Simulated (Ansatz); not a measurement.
## Geometry relaxation of Al

The run: geometry relaxation of Al (4 atoms in the cell). Method and program: DFT PBE, scalar-relativistic, plane waves, PAW, no spin polarisation (Ansatz 0.2.0).

The structure derives from an entry of the Crystallography Open Database. It belongs to a series of runs on one base structure; here: film's bulk on the substrate's plane, third vector and atoms relaxed. Figures and captions count atoms from 1; the log counts them from 0 in places.

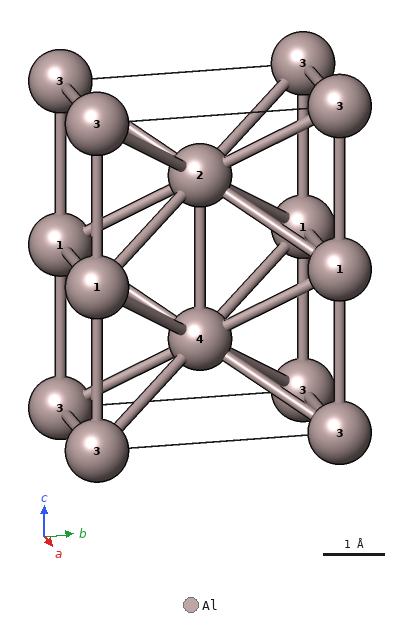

**Figure 1.** The input geometry (ball-and-stick view of the reduced cell, seen slightly off an axis; atoms are numbered from 1 in the order of the input). Near neighbours in the crystal (not all of them lie inside the picture): Al has 12 Al at 2.79 to 2.97 Å.

Key numbers

| quantity | value |
| --- | --- |
| outcome | converged |
| space group (tolerance 0.01 Å) | C2/m (12) |
| electrons treated | 12 |
| free energy | −2149.9673 eV |
| Fermi energy | 7.796 eV |
| gap on the k-point mesh | none (metallic) |
| pressure | −0.54 GPa |
| final volume | 66.88 Å³ |
| largest force (length of the vector) at the end | under 0.001 eV/Å |
| final cell | a = 5.243 Å, b = 5.574 Å, c = 2.839 Å, α = 90.00°, β = 126.31°, γ = 90.00° |
| hardware | 4 threads of AMD EPYC (Zen 3), 32 GiB of memory available, shared host |
| wall time | 11 s (CPU time 40 s) |
| peak memory | 0.53 GiB |

The input
```yaml
crystal:
  lattice:
    - [5.2430304069, 0.0, 0.0]
    - [0.0, 5.5744824025, 0.0]
    - [-1.7476768023, 0.0, 2.2871241676]
  atoms:
    - { symbol: Al, position: [0.0, 0.5, 0.0] }
    - { symbol: Al, position: [0.5, 0.75, 0.0] }
    - { symbol: Al, position: [0.0, 0.0, 0.0] }
    - { symbol: Al, position: [0.5, 0.25, 0.0] }
basis:
  ecutwfc: 420
kpoints:
  mp_grid: { grid: [7, 6, 15] }
hamiltonian:
  xc: pbe
scf:
  occupations: { method: gaussian, width: 0.1 }
output:
  forces: true
  stress: true
  eigenvalues: true
relax:
  adjacent_minimum: "off"
  f_tol: 0.01
  max_steps: 50
  cell: { fix: [a, b, gamma], stress_tol: 0.1 }
```

Command:
```bash
ansatz run input.yaml --threads 4 --pin off --max-ram 10240MiB --backend cpu --events-out ev --progress --plain --runs-dir out
```

The program's output
```
Engine: ansatz 0.2.0, x86_64-unknown-linux-gnu
Pseudopotentials: kind: paw
Pseudopotential: Al, paw, valence charge 3, recommended cutoff 420 eV (normal), Al.paw.azcp
Functional definition: PBE
  parameter kappa = 0.804
  parameter beta = 0.06672455060314922
  exchange = pbe_x(kappa = kappa, mu = beta*pi^2/3)
  correlation = pbe_c(beta = beta)
Crystal: 4 atoms, lattice volume = 66.846 Å³
Basis set: ecut = 420 eV, 1309 PW (Γ), exchange–correlation on 72×80×40 points (8 copies of the dense FFT grid, shifted against one another)
Bands: 10, of which v1, the nominal top of the filled ones, is band 6 counted from 1 (5 counted from 0)
Symmetry: 16 space group operations
Space group: C2/m (ITA 12), of the structure as read, at distance tolerance 4.1e-5 Å
k-points: 212 of 630
Non-local potential: Al, projectors of the file, l = 0: 2, l = 1: 2, l = 2: 1
PAW form: soft (Blöchl's): semilocal exchange-correlation on the pseudo side does not see the compensation charge
PAW one-centre angular grid: Al, 110 points (default); XC on 64 Gauss nodes
Initial density: superposition of atomic densities (neutral atoms: chi_scale 0, normalization atom), corrected by the library's trained network
Initial wavefunctions: pseudopotential atomic-orbital guess
Functional: x = pbe(κ = 0.804, μ = 0.2195149727645171), c = pbe(β = 0.06672455060314922)
SCF iter   1: F=—  HF=-2149.955948 eV  |F-HF|=—  |Δ(HF+E_count)|=         —  Δρ=7.55e-4  dr2=3.39e-4  ethr=1.77e-3  ⟨swp⟩=6.2  Hψ=16528  notcnv=0
preconditioner: auto → none  [metal: Δε(μ)=0.013 eV  Ē_g=6.936 eV  σ=0.100 eV  W_gap=0.07  n_scr=8 (ndim 8)  ℏωp=15.7 eV  f_vac=0.000  D(μ)=1.69/eV (n_scr^D=8)  sad-step TF]
SCF iter   2: F=—  HF=-2149.956113 eV  |F-HF|=—  |Δ(HF+E_count)|=   1.66e-4  Δρ=4.41e-4  dr2=1.20e-4  ethr=2.83e-6  ⟨swp⟩=2.0  Hψ=4410  notcnv=0
SCF iter   3: F=—  HF=-2149.956126 eV  |F-HF|=—  |Δ(HF+E_count)|=   1.27e-5  Δρ=5.63e-5  dr2=2.15e-6  ethr=9.99e-7  ⟨swp⟩=1.8  Hψ=2878  notcnv=0
SCF iter   4: F=—  HF=-2149.956186 eV  |F-HF|=—  |Δ(HF+E_count)|=   6.00e-5  Δρ=2.34e-5  dr2=3.47e-7  ethr=1.79e-8  ⟨swp⟩=1.3  Hψ=2395  notcnv=0
iter 5 did not close the SCF: its close was put off for the readings that it lacked (scf_convergence_deferred on its scf_iter line)
SCF iter   5: F=-2149.956186 eV  HF=-2149.956186 eV  |F-HF|=4.71e-10  |Δ(HF+E_count)|=   2.31e-8  Δρ=2.31e-6  dr2=3.58e-9  ethr=2.90e-9  ⟨swp⟩=1.0  Hψ=2080  notcnv=0
SCF iter   6: F=-2149.956186 eV  HF=-2149.956186 eV  |F-HF|=5.18e-11  |Δ(HF+E_count)|=  2.14e-10  Δρ=7.95e-7  dr2=4.17e-10  ethr=2.98e-11  ⟨swp⟩=2.0  Hψ=6916  notcnv=0
SCF 1 converged in 6 iterations: F = -2149.956186 eV  dr2 = 4.17e-10
  greatest PAW one-centre occupation: 0.447 electrons in one spin orbital (limit 2), on the Al atom at site 3 (counted from 0), in its partial waves of l = 0
relax step   1: F+E_penalty+E_count = -2149.95618618 eV  Δ(F+E_penalty+E_count) = +0.000e0 eV  max|allowed force component| = 3.289e-27 eV/Å  Δτ_max = 0.0000 Å  P = -0.463 GPa  Ω = 66.846 Å³  fix = [a, b, gamma]  reactions: a -3.685, b +2.319 GPa  (6 SCF iters, dr2 threshold 1.00e-7 eV, accepted)
Crystal: 4 atoms, lattice volume = 66.692 Å³
Basis set: ecut = 420 eV, 1307 PW (Γ), exchange–correlation on 72×80×40 points (8 copies of the dense FFT grid, shifted against one another)
Initial density: handed on by an earlier stage of this run
Initial wavefunctions: those handed on with the density
iter 1 solved again at ethr=6.91e-6 eV; its pass at ethr=3.10e-3 eV (dr2=8.29e-4 eV) is discarded
SCF iter   1: F=—  HF=-2149.967214 eV  |F-HF|=—  |Δ(HF+E_count)|=         —  Δρ=1.04e-3  dr2=8.81e-4  ethr=6.91e-6  ⟨swp⟩=1.9  Hψ=16585  notcnv=0
preconditioner: auto → none  [metal: Δε(μ)=0.012 eV  Ē_g=6.953 eV  σ=0.100 eV  W_gap=0.07  n_scr=8 (ndim 8)  ℏωp=15.8 eV  f_vac=0.000  D(μ)=1.01/eV (n_scr^D=4)]
SCF iter   2: F=—  HF=-2149.966980 eV  |F-HF|=—  |Δ(HF+E_count)|=   2.34e-4  Δρ=4.16e-4  dr2=1.37e-4  ethr=6.91e-6  ⟨swp⟩=1.0  Hψ=2120  notcnv=0
SCF iter   3: F=—  HF=-2149.967010 eV  |F-HF|=—  |Δ(HF+E_count)|=   3.00e-5  Δρ=2.08e-5  dr2=1.80e-7  ethr=3.33e-9  ⟨swp⟩=4.2  Hψ=12822  notcnv=0
SCF iter   4: F=-2149.967010 eV  HF=-2149.967010 eV  |F-HF|=4.68e-11  |Δ(HF+E_count)|=   4.74e-8  Δρ=1.78e-6  dr2=1.81e-9  ethr=1.50e-9  ⟨swp⟩=1.3  Hψ=6382  notcnv=0
SCF 2 converged in 4 iterations: F = -2149.967010 eV  dr2 = 1.81e-9
  greatest PAW one-centre occupation: 0.448 electrons in one spin orbital (limit 2), on the Al atom at site 3 (counted from 0), in its partial waves of l = 0
relax step   2: F+E_penalty+E_count = -2149.96701007 eV  Δ(F+E_penalty+E_count) = -1.082e-2 eV  max|allowed force component| = 2.095e-26 eV/Å  Δτ_max = 0.0000 Å  P = -0.307 GPa  Ω = 66.692 Å³  energy of the carried Pulay correction = +3.518e-5 eV  fix = [a, b, gamma]  reactions: a -3.155, b +1.848 GPa  (4 SCF iters, dr2 threshold 4.00e-7 eV, accepted)
Crystal: 4 atoms, lattice volume = 66.876 Å³
iter 1 solved again at ethr=1.36e-7 eV; its pass at ethr=3.10e-3 eV (dr2=1.64e-5 eV) is discarded
SCF iter   1: F=—  HF=-2149.967077 eV  |F-HF|=—  |Δ(HF+E_count)|=         —  Δρ=1.51e-4  dr2=1.76e-5  ethr=1.36e-7  ⟨swp⟩=2.3  Hψ=15989  notcnv=0
preconditioner: auto → none  [metal: Δε(μ)=0.012 eV  Ē_g=6.941 eV  σ=0.100 eV  W_gap=0.07  n_scr=8 (ndim 8)  ℏωp=15.7 eV  f_vac=0.000  D(μ)=1.03/eV (n_scr^D=4)]
SCF iter   2: F=—  HF=-2149.967142 eV  |F-HF|=—  |Δ(HF+E_count)|=   6.49e-5  Δρ=6.48e-5  dr2=3.17e-6  ethr=1.36e-7  ⟨swp⟩=1.0  Hψ=2120  notcnv=0
SCF iter   3: F=-2149.967140 eV  HF=-2149.967140 eV  |F-HF|=3.27e-9  |Δ(HF+E_count)|=   1.78e-6  Δρ=2.68e-6  dr2=3.91e-9  ethr=3.10e-9  ⟨swp⟩=2.9  Hψ=7673  notcnv=0
SCF 3 converged in 3 iterations: F = -2149.967140 eV  dr2 = 3.91e-9
relax step   3: F+E_penalty+E_count = -2149.96713982 eV  Δ(F+E_penalty+E_count) = -1.298e-4 eV  max|allowed force component| = 4.108e-27 eV/Å  Δτ_max = 0.0000 Å  P = -0.537 GPa  Ω = 66.876 Å³  energy of the carried Pulay correction = -4.485e-5 eV  fix = [a, b, gamma]  reactions: a -3.286, b +1.690 GPa  (3 SCF iters, dr2 threshold 3.72e-7 eV, accepted)
Initial wavefunctions: pseudopotential atomic-orbital guess (no wavefunctions were taken with the density)
iter 1 solved again at ethr=2.62e-8 eV; its pass at ethr=3.10e-3 eV (dr2=3.14e-6 eV) is discarded
SCF iter   1: F=—  HF=-2149.967185 eV  |F-HF|=—  |Δ(HF+E_count)|=         —  Δρ=1.88e-5  dr2=2.58e-8  ethr=2.62e-8  ⟨swp⟩=3.1  Hψ=23141  notcnv=0
SCF iter   2: F=—  HF=-2149.967257 eV  |F-HF|=—  |Δ(HF+E_count)|=   7.17e-5  Δρ=9.41e-6  dr2=5.91e-9  ethr=2.15e-10  ⟨swp⟩=2.0  Hψ=3430  notcnv=0
SCF iter   3: F=—  HF=-2149.967257 eV  |F-HF|=—  |Δ(HF+E_count)|=   6.49e-8  Δρ=1.29e-6  dr2=2.91e-10  ethr=4.92e-11  ⟨swp⟩=2.0  Hψ=3390  notcnv=0
SCF iter   4: F=-2149.967257 eV  HF=-2149.967257 eV  |F-HF|=2.73e-12  |Δ(HF+E_count)|=   1.03e-9  Δρ=2.73e-7  dr2=4.16e-11  ethr=1.33e-12  ⟨swp⟩=3.8  Hψ=6386  notcnv=0
SCF 4 converged in 4 iterations: F = -2149.967257 eV  dr2 = 4.16e-11
relax step   4: F+E_penalty+E_count = -2149.96725658 eV  Δ(F+E_penalty+E_count) = -1.168e-4 eV  max|allowed force component| = 1.843e-28 eV/Å  Δτ_max = 0.0000 Å  P = -0.535 GPa  Ω = 66.876 Å³  fix = [a, b, gamma]  reactions: a -3.283, b +1.690 GPa  stress off target by 4.18e-2 GPa on what of the cell is left free  SCF on the basis re-selected at this cell (its energy is not comparable with the rows above)  (4 SCF iters)
```

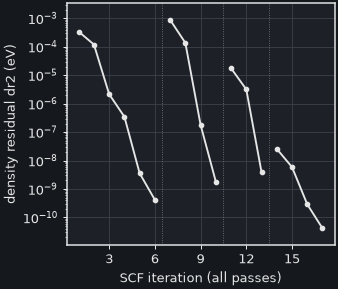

**Figure 2.** Convergence of the self-consistent field: density residual dr2 against the SCF iteration. The dotted lines part the SCF passes of the relaxation: geometry steps, rejected trials and re-solves on a re-selected basis. The passes take 6, 4, 3 and 4 iterations.

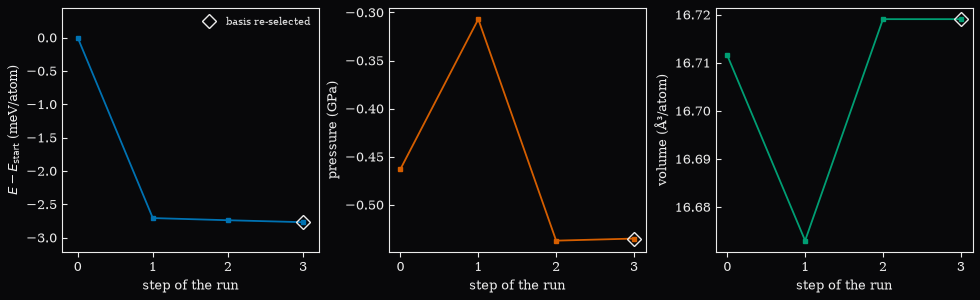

**Figure 3.** Progress of the relaxation, step by step (the first geometry is step 0 here and step 1 in the log).

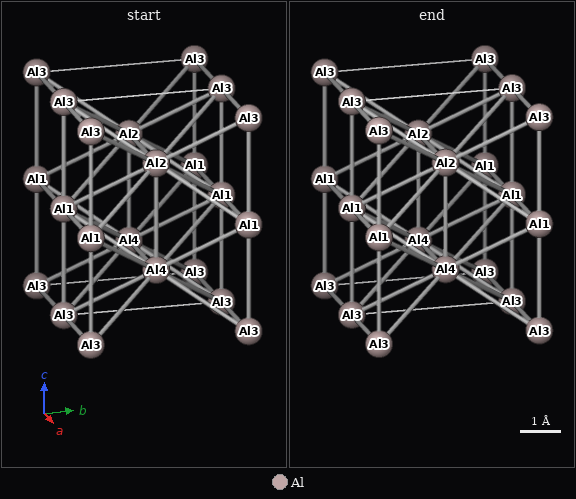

**Figure 4.** Before (left) and after (right) the relaxation, at one scale (ball-and-stick view of the reduced cell, repeated 2 × 1 × 1, seen slightly off an axis). The energy falls by 2.7 meV per atom in 2 geometry steps. All forces vanish by symmetry, so only the cell relaxes. The pressure goes from −0.46 to −0.54 GPa. The atoms keep their places relative to the cell (all moves are under 0.005 Å). The drawn cell changes at constant volume: a 2.878 → 2.839 Å (−1.4 %), b 4.177 → 4.233 Å (+1.3 %), c stays at 5.574 Å, γ 94.2° → 93.6°. Among the contacts that change: Al1–Al1 2.878 → 2.839 Å, Al1–Al2 2.817 → 2.839 Å. The space group stays C2/m (No. 12). A last SCF at the same geometry on a re-selected plane-wave basis shifts the energy by next to nothing (0.0 meV per atom). (Atoms are counted from 1 in the order of the input.)

```
basis re-selected at this cell: Δ(F+E_penalty+E_count) = -1.168e-4 eV, ΔP = +0.002 GPa vs the last step (what re-selecting the basis moved, of the pressure what is left beyond the Pulay correction that the steps carried, after the strain that the cell walked since its last selection, with what the two solves' SCF thresholds leave and, on support functions, any second-order correction that the steps lacked; it is no measure of the basis error at this ecutwfc). This SCF's stress stands 4.18e-2 GPa from its target on what of the cell is left free (relax.cell.stress_tol is 1.00e-1 GPa) and its largest allowed force component is 1.84e-28 eV/Å (relax.f_tol is 1.00e-2 eV/Å): within both
SCF converged after 4 iterations
Free energy (F): -2149.967257 eV
Harris-Foulkes:  -2149.967257 eV  (|F-HF|=2.73e-12)
Internal energy: -2149.962120 eV  (E = F + TS)
E sigma→0 (E₀):  -2149.964688 eV
Entropy (-TS):   -0.005136 eV (-1.284 meV/atom)
Fermi energy:    7.795795 eV
--- Per-component energies (eV) ---
  E_band       = 41.004015
  E_kinetic    = 90.350174
  E_local      = 38.469960  (includes V_loc(G=0)·N_el)
  E_nonlocal   = 41.306852
  E_hartree    = 0.443907
  E_xc         = -158.609550
  E_vxc        = -115.406576  (∫ρ·V_xc dr)
  E_paw        = -1869.302042  (= ΣΔE_a)
  E_vpaw       = -14.604200  (= ΣTr[D̂ρ^β])
  E_aug_tail   = -0.000008  (compensation charges beyond the density's cutoff)
  E_ewald      = -292.621413
  E_smearing   = -0.005136  (= −TS)
  E_closure    = 0.000000  (closes the sum)
  Σ components = -2149.967257   (vs F -2149.967257, Δ=0.00e0)
--- Forces (eV/Å), atoms counted from 1 ---
  atom   1  Al     0.00000000     0.00000000     0.00000000
  atom   2  Al    -0.00000000    -0.00000000    -0.00000000
  atom   3  Al     0.00000000     0.00000000     0.00000000
  atom   4  Al    -0.00000000    -0.00000000    -0.00000000
  max |Σ_I F_I| component: 7.37e-28 eV/Å
--- Stress (GPa, compression-positive) ---
       -3.283463      -0.000000      -0.012280
       -0.000000       1.690199      -0.000000
       -0.012280      -0.000000      -0.011998
  P = ⅓ Tr σ = -0.5351 GPa (-5.351 kbar)
--- Band table (eV; the first three rows and the last of 212) ---
  k-point 0: bands = ["-3.2313", "1.4501", "1.4501", "4.3785", "5.3949", "8.7734", "8.7734", "9.9606", "9.9606", "13.4943"]
  k-point 1: bands = ["-3.1057", "1.5711", "1.5711", "3.7414", "6.2617", "8.2094", "8.2094", "10.7432", "10.7432", "11.7944"]
  k-point 2: bands = ["-2.7297", "1.9333", "1.9333", "2.9900", "7.4962", "7.4962", "7.6898", "9.9425", "12.0949", "12.0949"]
  k-point 211: bands = ["-0.9294", "-0.9294", "1.4053", "1.4053", "8.1354", "8.1354", "10.3389", "10.3389", "12.6137", "12.6137"]
--- Relaxed structure (3 steps of the walk, 3 accepted, 1 SCFs on fresh bases) ---
  F+E_penalty+E_count = -2149.96725658 eV   max|allowed force component| = 1.843e-28 eV/Å   (the final SCF, on the basis selected at the relaxed cell)
  cell:  # Å, volume = 66.8763 Å³
    - [5.242479950853216, -1.0673981558497491e-80, 0.07597244618963417]
    - [-1.1348765455212183e-80, 5.5744824025, -4.736283061134715e-19]
    - [-1.7143524796361997, -1.9432239034170519e-19, 2.263550319359587]
  atoms:
    - { symbol: Al, position: [0.0, 0.5000000000000001, 1.2037062152420224e-35] }
    - { symbol: Al, position: [0.5, 0.7500000000000002, 0.0] }
    - { symbol: Al, position: [3.0068333952069615e-37, 5.3982869095711645e-37, 4.1116940390894337e-38] }
    - { symbol: Al, position: [0.5, 0.25000000000000006, 0.0] }
```

Trajectory as extended XYZ (Å, eV, eV/Å), 4 frames, from step=1 to step=4
```
4
Lattice="5.2430 0.0000 0.0000 0.0000 5.5745 0.0000 -1.7477 0.0000 2.2871" Properties=species:S:1:pos:R:3:forces:R:3 step=1 energy=-2149.95619 pressure_GPa=-0.46
Al    0.0000    2.7872    0.0000    0.0000   0.0000   0.0000
Al    2.6215    4.1809    0.0000    0.0000   0.0000   0.0000
Al    0.0000    0.0000    0.0000    0.0000   0.0000   0.0000
Al    2.6215    1.3936    0.0000    0.0000   0.0000   0.0000
4
Lattice="5.2425 0.0000 0.0762 0.0000 5.5745 0.0000 -1.7142 0.0000 2.2572" Properties=species:S:1:pos:R:3:forces:R:3 step=2 energy=-2149.96701 pressure_GPa=-0.31
Al    0.0000    2.7872    0.0000    0.0000   0.0000   0.0000
Al    2.6212    4.1809    0.0381    0.0000   0.0000   0.0000
Al    0.0000    0.0000    0.0000    0.0000   0.0000   0.0000
Al    2.6212    1.3936    0.0381    0.0000   0.0000   0.0000
4
Lattice="5.2425 0.0000 0.0760 0.0000 5.5745 0.0000 -1.7144 0.0000 2.2635" Properties=species:S:1:pos:R:3:forces:R:3 step=3 energy=-2149.96714 pressure_GPa=-0.54
Al    0.0000    2.7872    0.0000    0.0000   0.0000   0.0000
Al    2.6212    4.1809    0.0380    0.0000   0.0000   0.0000
Al    0.0000    0.0000    0.0000    0.0000   0.0000   0.0000
Al    2.6212    1.3936    0.0380    0.0000   0.0000   0.0000
4
Lattice="5.2425 0.0000 0.0760 0.0000 5.5745 0.0000 -1.7144 0.0000 2.2635" Properties=species:S:1:pos:R:3:forces:R:3 step=4 energy=-2149.96726 pressure_GPa=-0.54
Al    0.0000    2.7872    0.0000    0.0000   0.0000   0.0000
Al    2.6212    4.1809    0.0380    0.0000   0.0000   0.0000
Al    0.0000    0.0000    0.0000    0.0000   0.0000   0.0000
Al    2.6212    1.3936    0.0380    0.0000   0.0000   0.0000
```
